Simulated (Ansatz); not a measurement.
# Geometry relaxation, with input and output: CdSe$_{2}$ (part 2 of 3)

Continued. System: CdSe$_{2}$ (P-6m2, 3 atoms in the cell). Method: DFT, r2SCAN+rVV10, plane waves, PAW, no spin polarisation (Ansatz 0.2.0); cutoff 500 eV, 12×12×4 k-mesh, Fermi–Dirac smearing of 0.03 eV. The structure was built on a prototype by a generator. The geometry comes from this level: PBEsol.

Geometry of the input (Å; fractional positions):
```
3.3124  0.0000  0.0000
-1.6562  2.8686  0.0000
0.0000  0.0000  8.5040
Cd 0.0000  0.0000  0.0000
Se 0.3333  0.6667  0.2367
Se 0.3333  0.6667  0.7633
```

**Output, continued**
```
Crystal: 3 atoms, lattice volume = 78.452 Å³
Basis set: ecut = 500 eV, 2019 PW (Γ), exchange–correlation on 120×120×288 points (64 copies of the dense FFT grid, shifted against one another)
rVV10 density: all electrons in the spheres
preconditioner: auto → LDOS  [metal: Δε(μ)=0.010 eV  Ē_g=12.483 eV  σ=0.030 eV  W_gap=0.08  n_scr=22 (ndim 8)  ℏωp=20.5 eV  f_vac=0.150  D(μ)=1.26/eV (n_scr^D=2)  β→1.0]
SCF 11 converged in 5 iterations: F = -19220.807994 eV  dr2 = 3.28e-8
  Residual-converged pass: ⟨swp⟩=1.0  Hψ=2054  notcnv=0  max |occ|·‖R‖ = 7.0e-9 eV (tolerance 1.0e-8 eV)  dr2=3.28e-8  dr2_τ=4.44e-9  dr2_onsite=5.64e-8  max |Δocc| = 2.7e-13
relax step  11: F+E_penalty+E_count = -19220.80799439 eV  Δ(F+E_penalty+E_count) = -3.724e-3 eV  max|allowed force component| = 2.836e-2 eV/Å  Δτ_max = 0.0062 Å  P = +0.175 GPa  Ω = 78.452 Å³  energy of the carried Pulay correction = +4.462e-4 eV  (5 SCF iters, dr2 threshold 3.00e-7 eV, accepted)
Crystal: 3 atoms, lattice volume = 78.579 Å³
rVV10 density: all electrons in the spheres
preconditioner: auto → LDOS  [metal: Δε(μ)=0.010 eV  Ē_g=12.475 eV  σ=0.030 eV  W_gap=0.09  n_scr=22 (ndim 8)  ℏωp=20.5 eV  f_vac=0.150  D(μ)=1.22/eV (n_scr^D=2)  β→1.0]
SCF 12 converged in 4 iterations: F = -19220.808235 eV  dr2 = 1.37e-7
relax step  12: F+E_penalty+E_count = -19220.80823465 eV  Δ(F+E_penalty+E_count) = -2.403e-4 eV  max|allowed force component| = 1.360e-2 eV/Å  Δτ_max = 0.0054 Å  P = -0.011 GPa  Ω = 78.579 Å³  energy of the carried Pulay correction = +4.219e-4 eV  (4 SCF iters, dr2 threshold 3.00e-7 eV, accepted)
Crystal: 3 atoms, lattice volume = 78.570 Å³
rVV10 density: all electrons in the spheres
preconditioner: auto → LDOS  [metal: Δε(μ)=0.010 eV  Ē_g=12.476 eV  σ=0.030 eV  W_gap=0.09  n_scr=22 (ndim 8)  ℏωp=20.5 eV  f_vac=0.150  D(μ)=1.23/eV (n_scr^D=2)  β→1.0]
SCF 13 converged in 4 iterations: F = -19220.808249 eV  dr2 = 1.03e-9
relax step  13: F+E_penalty+E_count = -19220.80824859 eV  Δ(F+E_penalty+E_count) = -1.394e-5 eV  max|allowed force component| = 1.142e-3 eV/Å  Δτ_max = 0.0013 Å  P = +0.002 GPa  Ω = 78.570 Å³  energy of the carried Pulay correction = +4.235e-4 eV  (4 SCF iters, dr2 threshold 1.16e-8 eV, accepted)
Basis set: ecut = 500 eV, 2019 PW (Γ), exchange–correlation on 144×144×180 points (64 copies of the dense FFT grid, shifted against one another)
rVV10 density: all electrons in the spheres
Initial wavefunctions: pseudopotential atomic-orbital guess (no wavefunctions were taken with the density)
SCF 14 converged in 7 iterations: F = -19220.817183 eV  dr2 = 1.30e-11
relax step  14: F+E_penalty+E_count = -19220.81718332 eV  Δ(F+E_penalty+E_count) = -8.935e-3 eV  max|allowed force component| = 7.878e-4 eV/Å  Δτ_max = 0.0000 Å  P = +0.120 GPa  Ω = 78.570 Å³  stress off target by 1.85e-1 GPa  SCF on the basis re-selected at this cell (its energy is not comparable with the rows above)  (7 SCF iters)
basis re-selected at this cell: Δ(F+E_penalty+E_count) = -8.935e-3 eV, ΔP = +0.118 GPa vs the last step (what re-selecting the basis moved, of the pressure what is left beyond the Pulay correction that the steps carried, after the strain that the cell walked since its last selection, with what the two solves' SCF thresholds leave and, on support functions, any second-order correction that the steps lacked; it is no measure of the basis error at this ecutwfc). The dense FFT grid was sized anew with the basis: this SCF ran on 36×36×45 points, the steps before it on 30×30×72, so part of this shift can come from that change (see relax.cell in the input reference). This SCF's stress stands 1.85e-1 GPa from its target on what of the cell is left free (relax.cell.stress_tol is 5.00e-2 GPa) and its largest allowed force component is 7.88e-4 eV/Å (relax.f_tol is 1.00e-2 eV/Å): not within both, so this SCF does not close the relaxation
Crystal: 3 atoms, lattice volume = 78.766 Å³
rVV10 density: all electrons in the spheres
preconditioner: auto → LDOS  [metal: Δε(μ)=0.010 eV  Ē_g=12.461 eV  σ=0.030 eV  W_gap=0.09  n_scr=22 (ndim 8)  ℏωp=20.5 eV  f_vac=0.152  D(μ)=1.26/eV (n_scr^D=2)  β→1.0]
SCF 15 converged in 5 iterations: F = -19220.817308 eV  dr2 = 1.15e-8
relax step  15: F+E_penalty+E_count = -19220.81730841 eV  Δ(F+E_penalty+E_count) = -1.251e-4 eV  max|allowed force component| = 8.898e-4 eV/Å  Δτ_max = 0.0016 Å  P = +0.024 GPa  Ω = 78.766 Å³  energy of the carried Pulay correction = -3.902e-5 eV  (5 SCF iters, dr2 threshold 8.55e-8 eV, accepted)
rVV10 density: all electrons in the spheres
iter 1 solved again at ethr=9.60e-8 eV; its pass at ethr=3.10e-3 eV (dr2=4.99e-5 eV) is discarded
SCF iter   1: F=—  HF=-19220.817355 eV  |F-HF|=—  |Δ(HF+E_count)|=         —  Δρ=8.32e-6  dr2=1.46e-8  dr2_τ=2.63e-8  ethr=9.60e-8  ⟨swp⟩=3.0  Hψ=11643  notcnv=0
eigensolver tolerance schedule: the retry pair's looser diagonalisation over-reported the residual by 3417.94 of it (diagonalisation noise at 0.12 of the residual, at the tolerance the schedule requests for it); recorded, not acted on — ethr = c·dr2/N_el stays at c = 1.0e-1
preconditioner: auto → LDOS  [metal: Δε(μ)=0.010 eV  Ē_g=12.465 eV  σ=0.030 eV  W_gap=0.09  n_scr=22 (ndim 8)  ℏωp=20.5 eV  f_vac=0.152  D(μ)=1.25/eV (n_scr^D=2)  β→1.0]
SCF iter   2: F=—  HF=-19220.817351 eV  |F-HF|=—  |Δ(HF+E_count)|=   4.05e-6  Δρ=4.04e-6  dr2=7.73e-9  dr2_τ=4.59e-10  ethr=2.81e-11  ⟨swp⟩=2.1  Hψ=3318  notcnv=0
SCF iter   3: F=—  HF=-19220.817351 eV  |F-HF|=—  |Δ(HF+E_count)|=   4.31e-9  Δρ=5.99e-7  dr2=8.56e-11  dr2_τ=8.48e-11  ethr=1.49e-11  ⟨swp⟩=2.0  Hψ=3304  notcnv=0
SCF iter   4: F=-19220.817351 eV  HF=-19220.817351 eV  |F-HF|=0.00e0  |Δ(HF+E_count)|=  6.04e-10  Δρ=9.92e-8  dr2=1.63e-11  dr2_τ=4.77e-13  ethr=1.00e-12  ⟨swp⟩=5.3  Hψ=7584  notcnv=0
SCF 16 converged in 4 iterations: F = -19220.817351 eV  dr2 = 1.63e-11
relax step  16: F+E_penalty+E_count = -19220.81735102 eV  Δ(F+E_penalty+E_count) = -4.261e-5 eV  max|allowed force component| = 8.636e-4 eV/Å  Δτ_max = 0.0000 Å  P = +0.024 GPa  Ω = 78.766 Å³  stress off target by 3.39e-2 GPa  SCF on the basis re-selected at this cell (its energy is not comparable with the rows above)  (4 SCF iters)
```

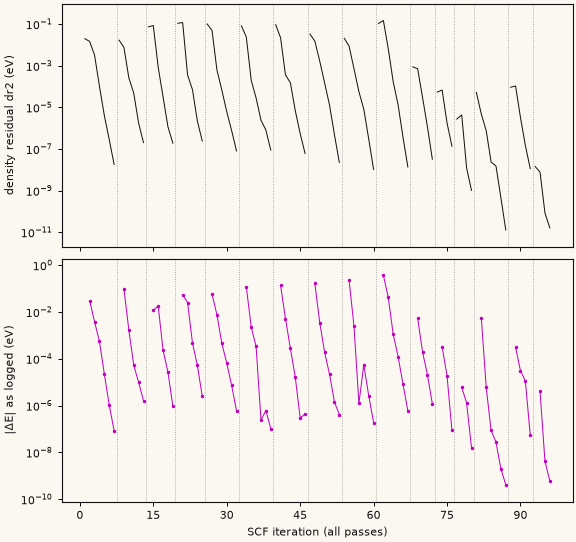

*Convergence of the self-consistent field: density residual dr2 and size of the energy change against the SCF iteration. The dotted lines part the SCF passes of the relaxation: geometry steps, rejected trials and re-solves on a re-selected basis.*

The 16 passes take 4 to 7 iterations each, 96 in all.

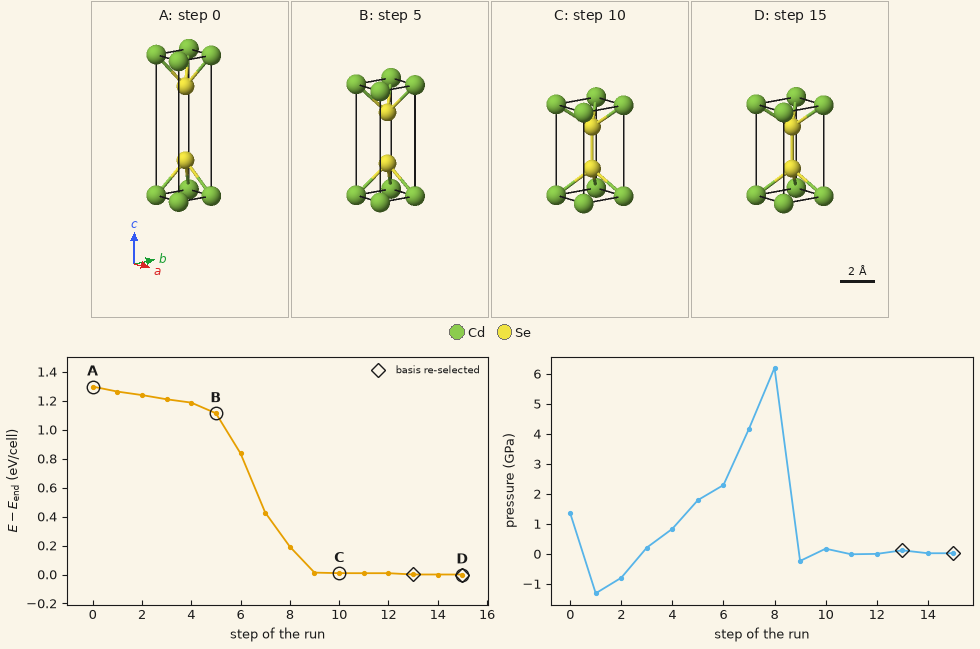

*Frames of the relaxation (ball-and-stick view of the cell of the calculation, seen slightly off an axis) above the curves, on which the letters mark them (the first geometry is step 0 here and step 1 in the log).*

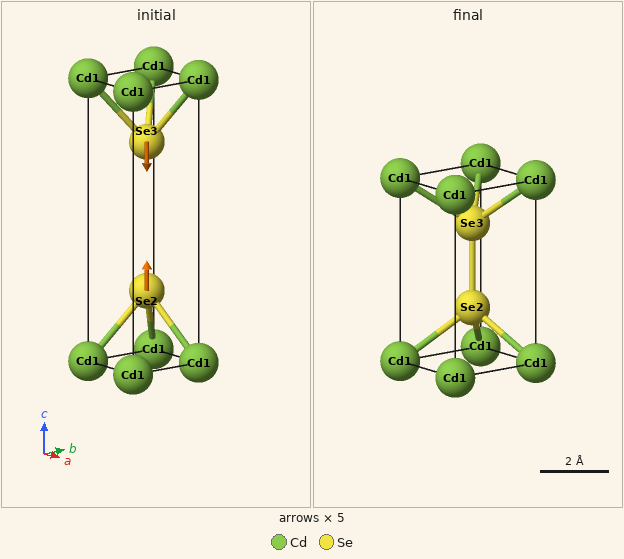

*Before (left) and after (right) the relaxation, at one scale (ball-and-stick view of the cell of the calculation, seen slightly off an axis). The orange arrows give the displacements (without the part carried along by the change of the cell), magnified 5 times.*

The energy falls by 1.298 eV per cell of the calculation in 13 geometry steps. The largest force component goes from 0.086 to 0.00086 eV/Å. The pressure goes from 1.36 to 0.02 GPa. 1 further SCF at an unchanged geometry re-selected the plane-wave basis for the new cell. The largest moves relative to the cell, 0.18 Å, are those of Se2 and Se3. Cd stays in place. The volume changes by −2.5 %, with a = b 3.312 → 4.065 Å (+22.7 %), c 8.504 → 5.505 Å (−35.3 %). Among the contacts that change: Se2–Se3 4.477 → 2.535 Å. New bonds form: Se2–Se3 (4.48 → 2.53 Å). Among the angles that change: Se2–Cd1–Se3 92.9° → 64.6°, Se2–Cd1–Se2 73.2° → 94.1°, Cd1–Se3–Cd1 73.2° → 94.1°. The space group stays P-6m2 (No. 187). The energy change given includes the shifts at the re-selections in mid-walk, which come without any move. A last SCF at the same geometry on a re-selected plane-wave basis shifts the energy by next to nothing (0.0 meV per cell of the calculation). (Atoms are counted from 1 in the order of the input.)

```
basis re-selected at this cell: Δ(F+E_penalty+E_count) = -4.261e-5 eV, ΔP = +0.001 GPa vs the last step (what re-selecting the basis moved, of the pressure what is left beyond the Pulay correction that the steps carried, after the strain that the cell walked since its last selection, with what the two solves' SCF thresholds leave and, on support functions, any second-order correction that the steps lacked; it is no measure of the basis error at this ecutwfc). This SCF's stress stands 3.39e-2 GPa from its target on what of the cell is left free (relax.cell.stress_tol is 5.00e-2 GPa) and its largest allowed force component is 8.64e-4 eV/Å (relax.f_tol is 1.00e-2 eV/Å): within both
SCF converged after 4 iterations
Free energy (F): -19220.817351 eV
Harris-Foulkes:  -19220.817351 eV  (|F-HF|=0.00e0)
Internal energy: -19220.813728 eV  (E = F + TS)
E sigma→0 (E₀):  -19220.815539 eV
Entropy (-TS):   -0.003623 eV (-1.208 meV/atom)
Fermi energy:    7.895573 eV
--- Per-component energies (eV) ---
  E_band       = -1318.889007
  E_kinetic    = 740.802278
  E_local      = -8841.161375  (includes V_loc(G=0)·N_el)
  E_nonlocal   = -1154.150385
  E_hartree    = 4256.212990
  E_xc         = -359.386373
  E_vxc        = -454.721590  (∫ρ·V_xc dr)
  E_paw        = -7957.370719  (= ΣΔE_a)
  E_vpaw       = -149.813242  (= ΣTr[D̂ρ^β])
  E_aug_tail   = -0.000407  (compensation charges beyond the density's cutoff)
  E_vtau       = 27.729655  (kinetic-family band-sum trace: ∫τ·v_τ [+ j·A + Jᵃ·Aᵃ] dr)
  E_ewald      = -5901.665425
  E_core_change = -4.094311  (= ΣΔE_core)
  E_smearing   = -0.003623  (= −TS)
  E_closure    = 0.000000  (closes the sum)
  Σ components = -19220.817351   (vs F -19220.817351, Δ=0.00e0)
--- Forces (eV/Å), atoms counted from 1 ---
  atom   1  Cd    -0.00000000     0.00000000    -0.00000000
  atom   2  Se     0.00000000    -0.00000000    -0.00086361
  atom   3  Se     0.00000000    -0.00000000     0.00086361
  max |Σ_I F_I| component: 2.54e-17 eV/Å
--- Stress (GPa, compression-positive) ---
        0.033868      -0.000000       0.000000
       -0.000000       0.033868      -0.000000
        0.000000      -0.000000       0.005017
  P = ⅓ Tr σ = 0.0243 GPa (0.243 kbar)
--- Band table (eV; the first three rows and the last of 57) ---
  k-point 0: bands = ["-97.0793", "-57.2499", "-57.2499", "-57.2207", "-40.5084", "-40.4557", "-40.4392", "-40.4392", "-40.4241", "-40.4241", "-40.2864", "-40.2864", "-40.2850", "-40.2850", "-6.7778", "-3.7444", "-0.7399", "-0.7399", "-0.7301", "-0.5604", "-0.5604", "1.8411", "6.3086", "6.3086", "8.4232", "8.4232", "9.5319", "11.9707", "14.2606", "14.2606", "14.3484", "15.5049"]
  k-point 1: bands = ["-97.0793", "-57.2499", "-57.2499", "-57.2207", "-40.5046", "-40.4595", "-40.4382", "-40.4382", "-40.4251", "-40.4251", "-40.2863", "-40.2863", "-40.2851", "-40.2851", "-6.5049", "-4.4833", "-0.7356", "-0.7356", "-0.5982", "-0.5648", "-0.5648", "3.0306", "6.5210", "6.5210", "8.0201", "8.0201", "8.9678", "10.4758", "13.0010", "14.5696", "14.5696", "17.6902"]
  k-point 2: bands = ["-97.0793", "-57.2499", "-57.2499", "-57.2207", "-40.5001", "-40.4641", "-40.4370", "-40.4370", "-40.4263", "-40.4263", "-40.2862", "-40.2862", "-40.2852", "-40.2852", "-5.8919", "-5.4503", "-0.7310", "-0.7310", "-0.5693", "-0.5693", "-0.5348", "5.3619", "6.3465", "6.9360", "6.9360", "7.4335", "7.4335", "10.4968", "12.0927", "14.9400", "14.9400", "17.4572"]
  k-point 56: bands = ["-97.0793", "-57.2504", "-57.2503", "-57.2206", "-40.5000", "-40.4639", "-40.4371", "-40.4370", "-40.4264", "-40.4263", "-40.2860", "-40.2860", "-40.2851", "-40.2850", "-5.6034", "-4.9196", "-0.7497", "-0.5311", "-0.4152", "-0.3645", "-0.2302", "3.6069", "4.6625", "4.7477", "5.6357", "6.1219", "7.4963", "13.1333", "14.6568", "15.7601", "16.5979", "16.9685"]
--- Relaxed structure (14 steps of the walk, 14 accepted, 2 SCFs on fresh bases) ---
  F+E_penalty+E_count = -19220.81735102 eV   max|allowed force component| = 8.636e-4 eV/Å   (the final SCF, on the basis selected at the relaxed cell)
  cell:  # Å, volume = 78.7660 Å³
    - [4.0648360707674795, 3.542522157401669e-11, -6.707253640624025e-29]
    - [-2.0324180354144183, 3.5202512994862443, -6.663988483129886e-18]
    - [-2.849951960095826e-32, -1.9755368093322232e-17, 5.504549899183858]
  atoms:
    - { symbol: Cd, position: [-3.081511760456634e-33, -2.878355989888599e-17, -8.499564411539837e-21] }
    - { symbol: Se, position: [0.33333333333333315, 0.6666666666666666, 0.2697451958899116] }
    - { symbol: Se, position: [0.33333333333333315, 0.6666666666666666, 0.7302548041100881] }
```

**File rho_z.tsv**
```
# z_ang	rho[e/angstrom^3]
# format = ansatz-planar-average/11
# lattice	4.064836071	0.000000000	-0.000000000
# lattice	-2.032418035	3.520251299	-0.000000000
# lattice	-0.000000000	-0.000000000	5.504549899
# sites	3
# site	48	0.000000000	-0.000000000	-0.000000000
# site	34	-0.000000000	2.346834200	1.484825891
# site	34	-0.000000000	2.346834200	4.019724008
0.000000	1.490789e0
0.122323	1.409590e0
0.244647	1.195556e0
0.366970	9.203056e-1
0.489293	6.620230e-1
0.611617	4.726597e-1
0.733940	3.707333e-1
0.856263	3.567799e-1
0.978587	4.327479e-1
1.100910	6.160993e-1
1.223233	9.096715e-1
1.345557	1.228306e0
1.467880	1.393180e0
1.590203	1.282029e0
1.712527	9.685279e-1
1.834850	6.347386e-1
1.957173	3.946019e-1
2.079497	2.545408e-1
2.201820	1.787235e-1
2.324143	1.369628e-1
2.446467	1.110223e-1
2.568790	9.409351e-2
2.691113	8.584773e-2
2.813437	8.584773e-2
2.935760	9.409351e-2
```
